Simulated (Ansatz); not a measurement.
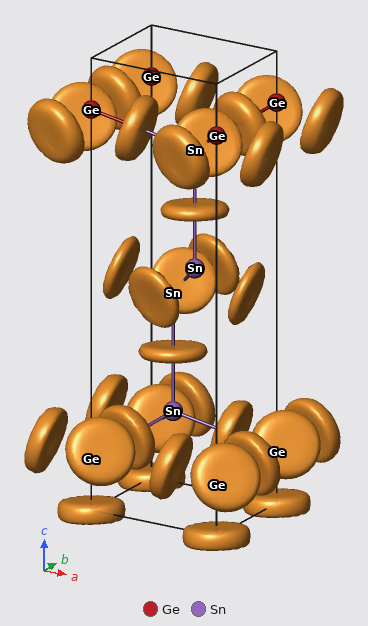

Figure 1: Sn2Ge. Isosurface of the ELF at 0.6 (orange), seen slightly off an axis. Only the valence region is drawn (cores and ρ < 0.01 e/Å³ removed). Sticks mark near contacts.

Space group P-3m1; started from the ordered alloy on diamond lattice prototype, which need not be the ambient phase.

Level of theory: DFT, HSE06, plane waves, PAW in Ansatz 0.2.0.

```xyz
6
Lattice="4.4545 0.0000 0.0000 -2.2272 3.8577 0.0000 0.0000 0.0000 10.8392" Properties=species:S:1:pos:R:3 pbc="T T T"
Ge    0.0000    0.0000    9.6037
Sn    2.2273    1.2859    5.9477
Sn    0.0000    2.5718    2.0538
Sn    2.2273    1.2859    8.7854
Sn    0.0000    2.5718    4.8915
Ge    0.0000    0.0000    1.2356
```

Where are the electrons localised?

Answer. At this value the surface marks out one region between bonded Ge–Ge atoms (shared pairs), six regions between bonded Ge–Sn atoms (shared pairs) and five regions between bonded Sn–Sn atoms (shared pairs), counted in one cell of 6 atoms. Regions shared between cells count once.

Values along the shortest contacts:
Ge–Ge (2.47 Å): the ELF peaks at about 0.80 between the atoms, as expected for a shared electron pair. Sn–Ge (2.70 Å): the ELF peaks at about 0.75 between the atoms; a shared electron pair.
